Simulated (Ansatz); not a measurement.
**Mg5O6: single-point calculation (part 2 of 2)**

The same run, continued: Mg5O6 (slab, 11 atoms in the cell); DFT r2SCAN, scalar-relativistic, plane waves, PAW, no spin polarisation (Ansatz 0.2.0); cutoff 500 eV, 9×9×1 k-mesh, Gaussian smearing of 0.05 eV. The structure derives from an entry of the Crystallography Open Database. It belongs to a series of runs on one base structure; here: (1 1 1) slab cut from the bulk.

Geometry of the input (Å; fractional positions):
```
2.9728  0.0000  0.0000
-1.4864  2.5745  0.0000
0.0000  0.0000  27.1365
O  0.3333  0.6667  0.2764
Mg 0.6667  0.3333  0.3211
O  0.0000  0.0000  0.3658
Mg 0.3333  0.6667  0.4106
O  0.6667  0.3333  0.4553
Mg 0.0000  0.0000  0.5000
O  0.3333  0.6667  0.5447
Mg 0.6667  0.3333  0.5894
O  0.0000  0.0000  0.6342
Mg 0.3333  0.6667  0.6789
O  0.6667  0.3333  0.7236
```

### Output, continued
```
Work function:   Φ+ = 10.4540 eV   Φ− = 10.4539 eV
Levels:          The Fermi level and band energies are counted from a zero that moves with the ramp; work functions are not
--- Per-component energies (eV) ---
  E_band       = -2371.033397
  E_kinetic    = 1445.923669
  E_local      = -115115.116233  (includes V_loc(G=0)·N_el)
  E_nonlocal   = 761.586324
  E_hartree    = 55877.616713
  E_xc         = -583.461029
  E_vxc        = -843.636100  (∫ρ·V_xc dr)
  E_paw        = -2437.205618  (= ΣΔE_a)
  E_vpaw       = -431.070996  (= ΣTr[D̂ρ^β])
  E_aug_tail   = 0.006147  (compensation charges beyond the density's cutoff)
  E_vtau       = 56.007131  (kinetic-family band-sum trace: ∫τ·v_τ [+ j·A + Jᵃ·Aᵃ] dr)
  E_efield     = 0.000000  (sawtooth field / dipole correction)
  E_vefield    = 0.000000  (∫n·V_field dr)
  E_ewald      = 46998.224989
  E_core_change = -0.322686  (= ΣΔE_core)
  E_smearing   = -0.013543  (= −TS)
  E_closure    = 0.000000  (closes the sum)
  Σ components = -13052.761267   (vs F -13052.761267, Δ=0.00e0)
--- Forces (eV/Å), atoms counted from 1 ---
  atom   1  O      0.00000000    -0.00000000     0.76967739
  atom   2  Mg    -0.00000000     0.00000000    -1.02227495
  atom   3  O      0.00000000    -0.00000000     0.32285431
  atom   4  Mg    -0.00000000     0.00000000    -0.10622950
  atom   5  O      0.00000000    -0.00000000     0.04662134
  atom   6  Mg    -0.00000000     0.00000000    -0.00000367
  atom   7  O     -0.00000000     0.00000000    -0.04661193
  atom   8  Mg     0.00000000    -0.00000000     0.10622764
  atom   9  O     -0.00000000     0.00000000    -0.32285919
  atom  10  Mg     0.00000000    -0.00000000     1.02227213
  atom  11  O     -0.00000000     0.00000000    -0.76967008
  max |Σ_I F_I| component: 3.48e-6 eV/Å
--- Stress (GPa, compression-positive) ---
       -0.969651       0.000000       0.000000
        0.000000      -0.969651      -0.000000
        0.000000      -0.000000      -1.052458
  P = ⅓ Tr σ = -0.9973 GPa (-9.973 kbar)
--- Band table (eV; the first three rows and the last of 12) ---
  k-point 0: bands = ["-77.0072", "-76.9416", "-76.9415", "-76.5269", "-76.5269", "-42.1461", "-42.0943", "-42.0943", "-42.0693", "-42.0567", "-42.0287", "-42.0287", "-42.0286", "-42.0286", "-41.6371", "-41.6370", "-41.6188", "-41.6188", "-41.6187", "-41.6187", "-20.2087", "-19.8842", "-19.5100", "-19.1890", "-18.3658", "-18.3592", "-6.3816", "-5.4984", "-4.3698", "-3.1779", "-2.7013", "-2.7013", "-2.4916", "-2.4916", "-2.2738", "-2.2738", "-2.1437", "-2.1437", "-1.9951", "-1.7469", "-1.2014", "-1.2014", "-1.2011", "-1.2011", "4.0820", "5.1282", "6.1359", "6.6794", "8.1142", "8.1162", "8.9769", "9.4194", "10.1334", "11.2350"]
  k-point 1: bands = ["-77.0065", "-76.9409", "-76.9408", "-76.5262", "-76.5262", "-42.1436", "-42.1029", "-42.0960", "-42.0665", "-42.0564", "-42.0362", "-42.0357", "-42.0304", "-42.0302", "-41.6355", "-41.6355", "-41.6263", "-41.6263", "-41.6204", "-41.6204", "-20.0945", "-19.7831", "-19.4283", "-19.1322", "-18.3099", "-18.3048", "-6.2330", "-5.4201", "-4.4135", "-3.4416", "-3.1203", "-2.8714", "-2.8110", "-2.7900", "-2.5792", "-2.4824", "-2.3598", "-2.2286", "-1.8589", "-1.8034", "-1.5382", "-1.5018", "-1.2658", "-1.2655", "4.6862", "5.6431", "6.6313", "7.2309", "8.5067", "8.5084", "9.2717", "9.7012", "10.3726", "11.3868"]
  k-point 2: bands = ["-77.0049", "-76.9393", "-76.9392", "-76.5246", "-76.5246", "-42.1373", "-42.1232", "-42.1005", "-42.0613", "-42.0584", "-42.0554", "-42.0506", "-42.0347", "-42.0343", "-41.6454", "-41.6454", "-41.6316", "-41.6316", "-41.6247", "-41.6246", "-19.7870", "-19.5146", "-19.2158", "-18.9904", "-18.1643", "-18.1621", "-5.8505", "-5.3262", "-4.7886", "-4.3120", "-4.0573", "-3.8940", "-3.2964", "-3.0045", "-2.7915", "-2.7729", "-2.5695", "-2.4364", "-2.3379", "-2.2963", "-1.7649", "-1.7273", "-1.4246", "-1.4243", "5.9229", "6.7275", "7.6565", "8.3714", "9.3593", "9.4275", "10.0197", "10.3790", "10.4957", "11.0240"]
  k-point 11: bands = ["-77.0009", "-76.9354", "-76.9354", "-76.5207", "-76.5207", "-42.1409", "-42.1409", "-42.1233", "-42.0731", "-42.0723", "-42.0723", "-42.0678", "-42.0513", "-42.0513", "-41.6630", "-41.6629", "-41.6627", "-41.6627", "-41.6226", "-41.6225", "-18.8347", "-18.8347", "-18.7014", "-18.7014", "-17.7792", "-17.7792", "-5.5276", "-5.5055", "-5.5055", "-5.0968", "-5.0968", "-4.9516", "-4.6509", "-4.6509", "-3.9049", "-3.7555", "-3.3360", "-3.3360", "-2.9308", "-2.9308", "-2.6070", "-2.5663", "-1.7356", "-1.7356", "9.4077", "9.4077", "9.7012", "9.9077", "10.5310", "10.5310", "11.1754", "11.1755", "11.6442", "11.8649"]
```

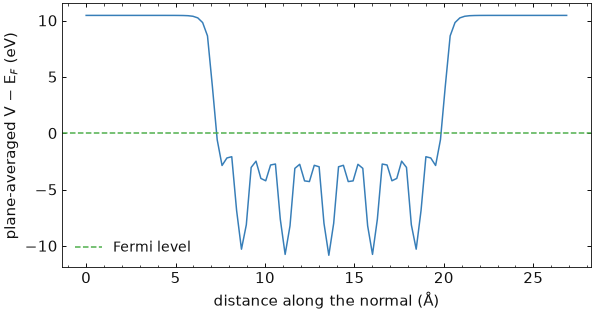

*Plane average of the electrostatic potential energy of an electron across the cell, from the Fermi level.*

The vacuum level lies 10.45 eV above the Fermi level.

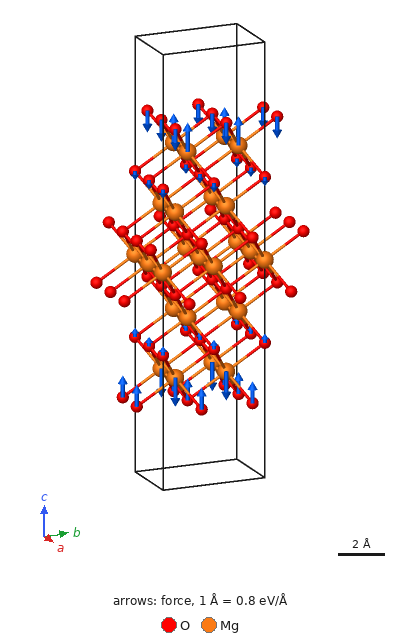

*Forces on the atoms as blue arrows (ball-and-stick view of the 2 × 2 repeat of the cell, with the vacuum cut short, seen slightly off an axis; bonded neighbours outside the cell are drawn too); the smallest are left out.*

The largest act on Mg2, Mg10 (1.02 eV/Å); O1, O11 (0.77 eV/Å); O3, O9 (0.32 eV/Å). Atoms are counted from 1 in the order of the input and aren't labelled in the picture. The geometry is not a stationary point of this energy.

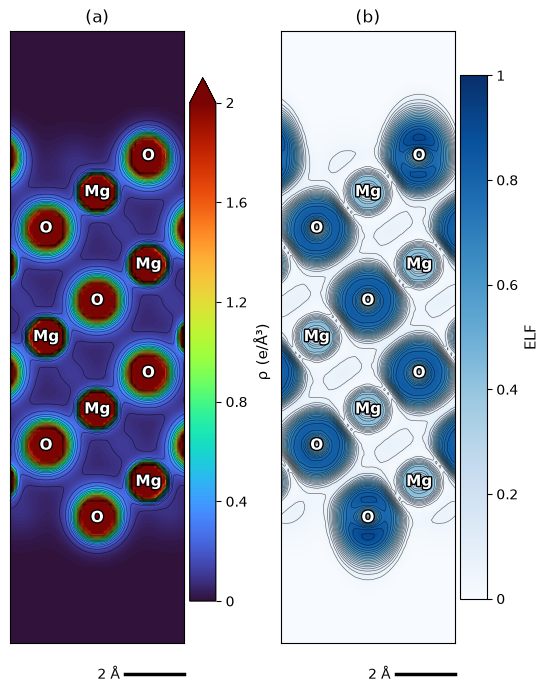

*(a) valence charge density (pseudo); (b) electron localisation function on the (110) plane of the calculation cell, a cut from vacuum to vacuum.*

The section cuts through O and Mg sites. Mg–O (2.10 Å): the density is about 0.34 e/Å³ at the midpoint; the ELF is about 0.35 at the midpoint; no shared pair; the contact is polar. The density dies away to nearly zero in the vacuum. Core electrons are frozen (PAW), so the fields are smoothed inside the atomic spheres.

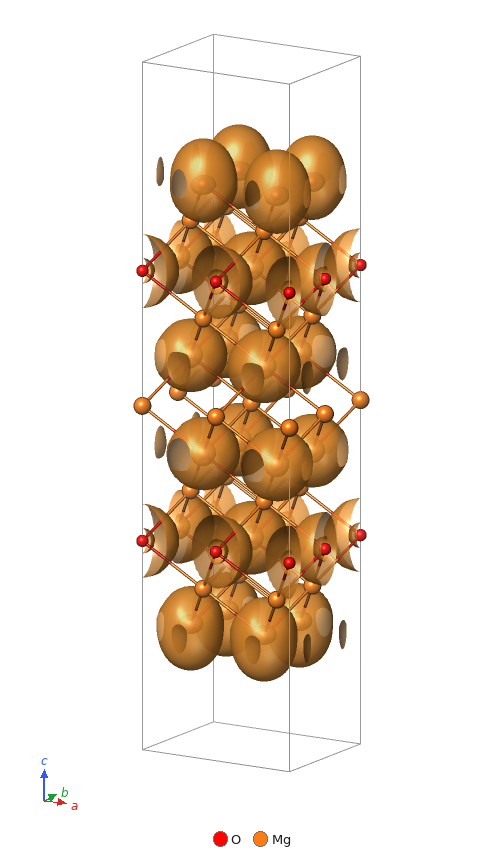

*Isosurface of the electron localisation function at 0.65 (orange), seen slightly off an axis. Only the valence region is drawn (cores and ρ < 0.01 e/Å³ removed). Sticks mark near contacts.*

Counts are for one cell; the picture repeats the cell along the surface.  Values along the shortest contacts: Mg–O (2.10 Å): the ELF is about 0.35 at the midpoint (no shared pair; the contact is polar).

### Summary

```tsv
quantity	value
outcome	converged
electrons treated	86
free energy	−13052.7613 eV
work function, top face	10.45 eV
work function, bottom face	10.45 eV
Fermi energy	−1.662 eV
gap on the k-point mesh	none (metallic)
work function (upper face)	10.45 eV
largest force (length of the vector)	1.022 eV/Å
hardware	1 thread of Intel Xeon Gold (Sapphire Rapids), 64 GiB of memory available, shared host
wall time	33 s
peak memory	0.91 GiB
```

### Notes

Warnings of the run: the exchange-correlation potential is rough where the density is thin.
